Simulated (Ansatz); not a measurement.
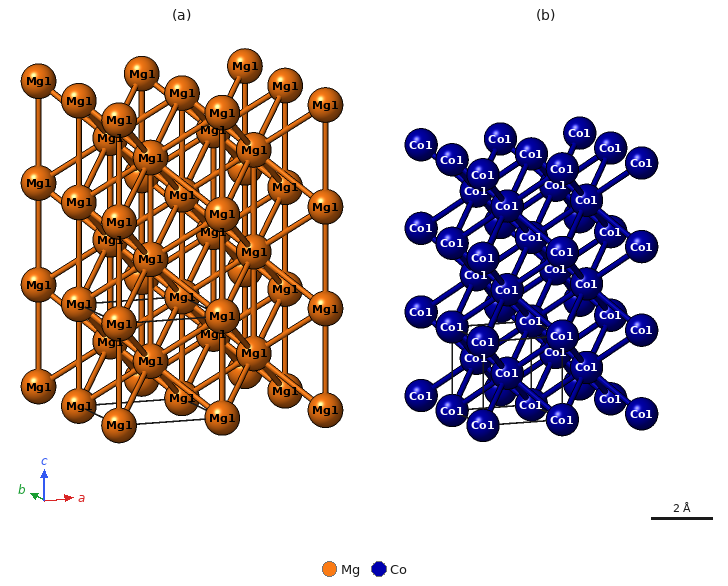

Left: crystalline Mg (set up in I4/mmm). Right: the same structure after one change, at the same scale. A ball-and-stick model of the conventional cell (2 times the calculation's cell), repeated 2 × 2 × 3 with one cell outlined, seen slightly off an axis. Lengths and directions refer to the drawn axes.

Method: Ansatz, DFT r2SCAN, scalar-relativistic, plane waves, PAW. (plane-wave cutoff 500 eV; occupations gaussian; smearing width 0.1 eV) The k-mesh is chosen for each cell (16×16×16, 20×20×20). Spin polarisation is switched on in some of the runs only.

Which change leads from the left to the right?

Every magnesium atom is replaced by cobalt, which gives Co. Cell and atoms are relaxed again (to zero pressure within 0.1 GPa, forces under 0.01 eV/Å).

What does the change do?

The volume per atom goes from 22.57 to 10.95 Å³. Cell: a = b 3.641 → 2.798 Å (−23.2 %), c 3.406 → 2.798 Å (−17.8 %). Volume −51.5 %. The space group (tolerance 0.01 Å) goes from I4/mmm (No. 139) to Im-3m (No. 229). The absolute magnetisation per cell goes from 0.00 to 2.17 μB (net moment 0.00 and 1.92 μB). It is metallic before and after.
